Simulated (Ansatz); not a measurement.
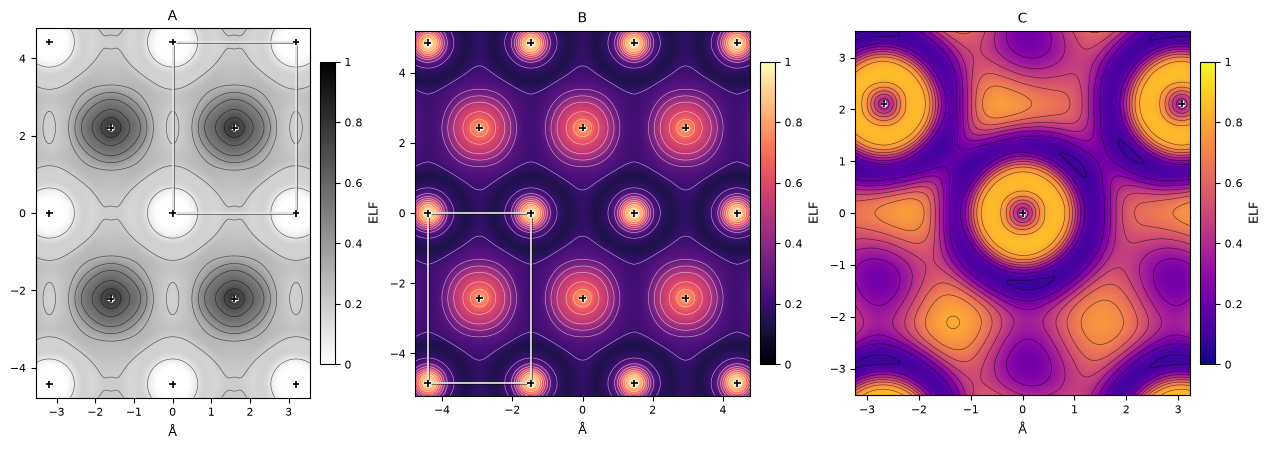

The electron localisation function of 3 systems, each on a plane through atoms (crosses mark nuclei in the plane).

The calculation used Ansatz 0.2.0, DFT PBE, scalar-relativistic, plane waves, PAW.

System 1: ZnAu, the (101) plane of the conventional cell. Space group P4/mmm; computed pressure about 5 GPa in this cell; computed without spin polarisation.

System 2: CuAu, the (011) plane of the conventional cell. Space group P4/mmm; changed on purpose from its base cell (strain +0.050 along x and y, +0.050 along z, atoms carried along); computed pressure about −11 GPa in this cell; computed without spin polarisation.

```cif
data_structure
_symmetry_space_group_name_H-M 'P 1'
_symmetry_Int_Tables_number 1
_cell_length_a 2.9400
_cell_length_b 2.9400
_cell_length_c 3.8535
_cell_angle_alpha 90.000
_cell_angle_beta 90.000
_cell_angle_gamma 90.000
_cell_volume 33.31
loop_
_atom_site_label
_atom_site_type_symbol
_atom_site_fract_x
_atom_site_fract_y
_atom_site_fract_z
_atom_site_occupancy
Cu1 Cu 0.50000 0.50000 0.50000 1
Au1 Au 0.00000 0.00000 0.00000 1
```

System 3: Y, the (110) plane of the conventional cell. Space group P-3m1; changed on purpose from its base cell (atom 1 (Y) moved by (+0.000, -0.200) A along [1 1 0] and z); not relaxed (largest force 0.7 eV/Å).

Question: Match each panel to its system.

Answer: Panel A is system 1, ZnAu: the plane holds Zn and Au. Zn–Au (2.73 Å): the ELF is about 0.25 at the midpoint (no localised pair shows between them). Panel B is system 2, CuAu: the plane holds Cu and Au. Cu–Au (2.83 Å): the ELF is about 0.25 at the midpoint: no shared electron pair shows on this line. Panel C is system 3, Y: the plane holds Y. Y–Y (3.40 Å): the ELF is about 0.15 at the midpoint; no localised pair shows between them.
